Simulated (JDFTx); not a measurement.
**Energy of WC along an even scaling of the cell**

System: WC (Fm-3m, 2 atoms in the cell).
Method: Kohn-Sham DFT of a periodic cell, PBEsol, PseudoDojo-SR-PBEsol-0.4.1-standard, no spin polarisation (JDFTx 1.7.0 (patched build)).

The 7 runs differ only in the geometry, by an even scaling of the cell at fixed fractional positions. The structure derives from a Materials Project entry.

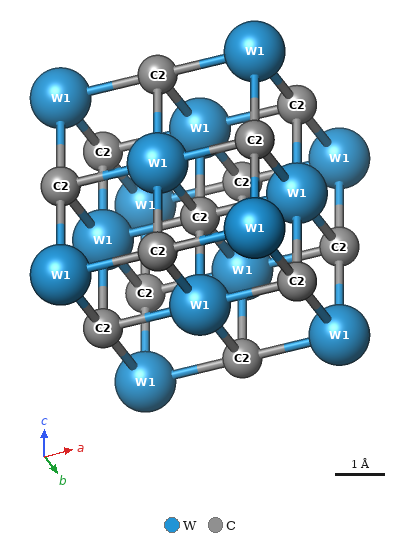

Figure 1. The structure of run 4 (ball-and-stick view of the cell 4 times as large as that of the calculation, set on its symmetry axes, seen at an oblique angle; atoms are numbered from 1 in the order of the input). An atom can appear more than once, as a periodic image.

### Input of run 4
```
lattice \
    0.0000000000     4.1435722378     4.1435722378 \
    4.1435722378     0.0000000000     4.1435722378 \
    4.1435722378     4.1435722378     0.0000000000
coords-type Lattice
ion W      0.0000000000     0.0000000000     0.0000000000 1
ion C      0.5000000000     0.5000000000     0.5000000000 1

ion-species pseudo/W.upf
ion-species pseudo/C.upf
elec-cutoff 41 328
elec-ex-corr gga-PBEsol
kpoint-folding 10 10 10
elec-smearing Fermi 0.0018374661
elec-n-bands 15
electronic-SCF nIterations 100 energyDiffThreshold 1e-09
electronic-minimize nIterations 30 energyDiffThreshold 1e-7
forces-output-coords Cartesian

dump-name run.$VAR
dump End Ecomponents EigStats BandEigs Kpoints Forces Stress
```

Command:
```bash
jdftx -c 1 -i WC.in -o WC.out
```

Lattice vectors (Å) and fractional positions of run 4:
```
   0.000000    2.192684    2.192684
   2.192684    0.000000    2.192684
   2.192684    2.192684    0.000000
W   0.000000  0.000000  0.000000
C   0.500000  0.500000  0.500000
```

Run 3 differs from it as follows:
```diff
-    0.0000000000     4.1435722378     4.1435722378 \
-    4.1435722378     0.0000000000     4.1435722378 \
-    4.1435722378     4.1435722378     0.0000000000
+    0.0000000000     4.1157621903     4.1157621903 \
+    4.1157621903     0.0000000000     4.1157621903 \
+    4.1157621903     4.1157621903     0.0000000000
```

### Results, with one run withheld

```tsv
run	volume per atom (Å³)	free energy per atom, from the lowest run given (meV)	pressure (GPa)
1	9.910	13.47	14.74
2	10.120	0.00	5.64
3	10.331	?	?
4	10.542	5.96	−9.86
5	10.753	23.17	−16.43
6	10.964	48.58	−22.32
7	11.175	81.33	−27.59
```

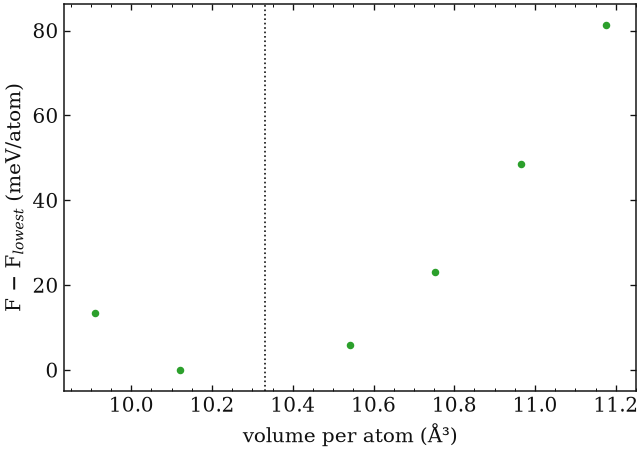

Figure 2. Free energy per atom of the runs given; the dotted line marks run 3.

What should run 3 give?

A cubic polynomial in V^(−2/3) (the Birch–Murnaghan form), fitted to the 6 runs given, misses them by at most 0.01 meV per atom. With x = V^(−2/3) − 0.20774 Å⁻², it reads F = 7.1644 − 4934.9 x + 6.2029e+05 x² + 5.9675e+05 x³ (meV per atom). At run 3 it gives −2.13 meV per atom, and the run itself gives −2.12. The slope of the fit gives a pressure −dF/dV of −2.40 GPa there, and the run prints −2.53 GPa. The two needn't agree exactly: the fit is approximate, and the printed stress is taken on a finite basis. The fit has its minimum at 10.267 Å³ per atom, where V d²F/dV² gives 390 GPa: the bulk modulus at this level, since symmetry fixes the shape and the positions.

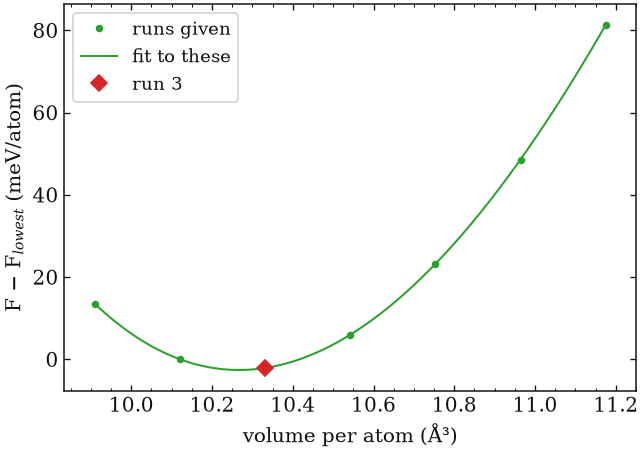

Figure 3. The fit and the withheld run.

### Some lines of the output (run 3)
```
[...]
elec-smearing Fermi 0.00183747
unit cell volume = 139.438
     Etot =      -74.7923035130962575
        F =      -74.7925353129247270
	HOMO-LUMO gap: +0.005254
	Optical gap  : +0.031731 at state 12 ( [ +0.000000 +0.100000 -0.300000 ] spin 0 )
```

Notes: Spin–orbit coupling is left out, which matters for W.
